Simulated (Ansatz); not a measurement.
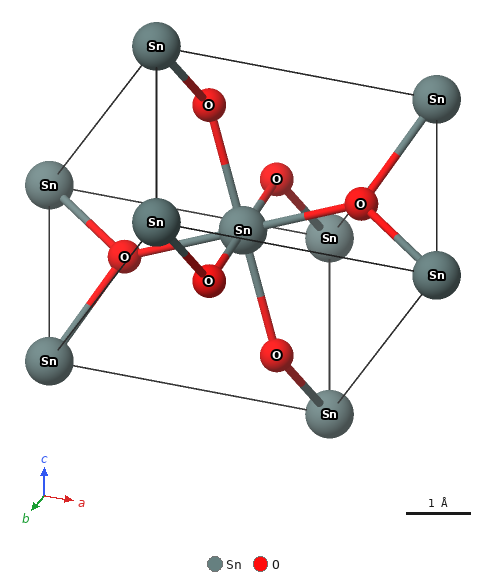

Lattice vibrations of a crystal of SnO$_{2}$, space group Pnnm (No. 58), at the zone centre. A ball-and-stick model of the cell of the calculation, seen from a free direction.

Computed with DFT LDA, scalar-relativistic, plane waves, PAW (Ansatz). Set-up: plane-wave cutoff 420 eV; k-point mesh 6 × 6 × 8; occupations gaussian; smearing width 0.05 eV; no spin polarisation.

Frequencies are those without the non-analytic (LO–TO) term.

Q: Give the spectrum at this point.

A: The calculation's cell holds 6 atoms, so there are 15 optical modes, in 12 levels. No level is unstable.

```json
{"level": "1", "symmetry": "A_g", "frequency (cm⁻¹)": "103", "activity": "Raman-active"}
{"level": "2", "symmetry": "A_u", "frequency (cm⁻¹)": "146", "activity": "silent"}
{"level": "3", "symmetry": "B₂u", "frequency (cm⁻¹)": "223", "activity": "infrared-active"}
{"level": "4", "symmetry": "B₃u", "frequency (cm⁻¹)": "224", "activity": "infrared-active"}
{"level": "5", "symmetry": "doubly degenerate", "frequency (cm⁻¹)": "281", "activity": "not assigned"}
{"level": "6", "symmetry": "B₁g", "frequency (cm⁻¹)": "348", "activity": "Raman-active"}
{"level": "7", "symmetry": "B₁u", "frequency (cm⁻¹)": "461", "activity": "infrared-active"}
{"level": "8", "symmetry": "doubly degenerate", "frequency (cm⁻¹)": "467", "activity": "not assigned"}
{"level": "9", "symmetry": "A_u", "frequency (cm⁻¹)": "559", "activity": "silent"}
{"level": "10", "symmetry": "doubly degenerate", "frequency (cm⁻¹)": "597", "activity": "not assigned"}
{"level": "11", "symmetry": "A_g", "frequency (cm⁻¹)": "627", "activity": "Raman-active"}
{"level": "12", "symmetry": "B₁g", "frequency (cm⁻¹)": "755", "activity": "Raman-active"}
```

The modes drawn as arrows (one member of each degenerate set), 6 of the levels:

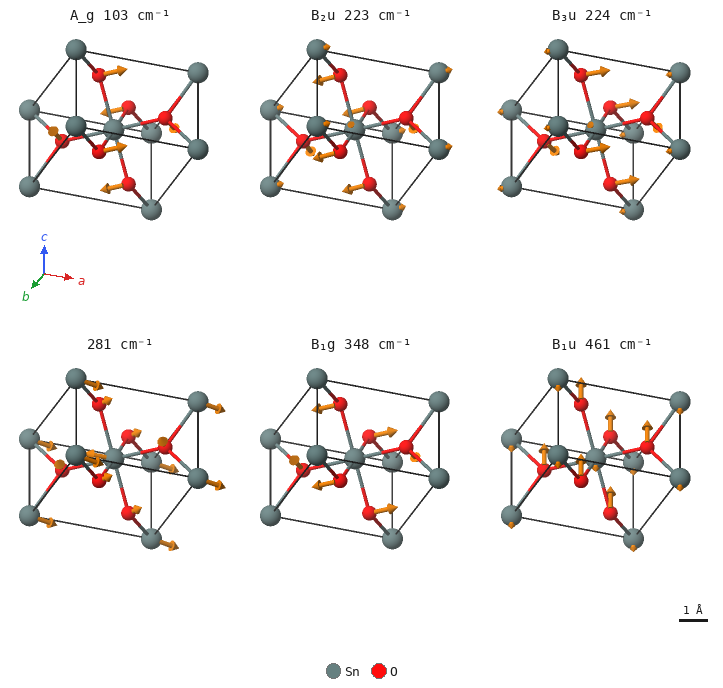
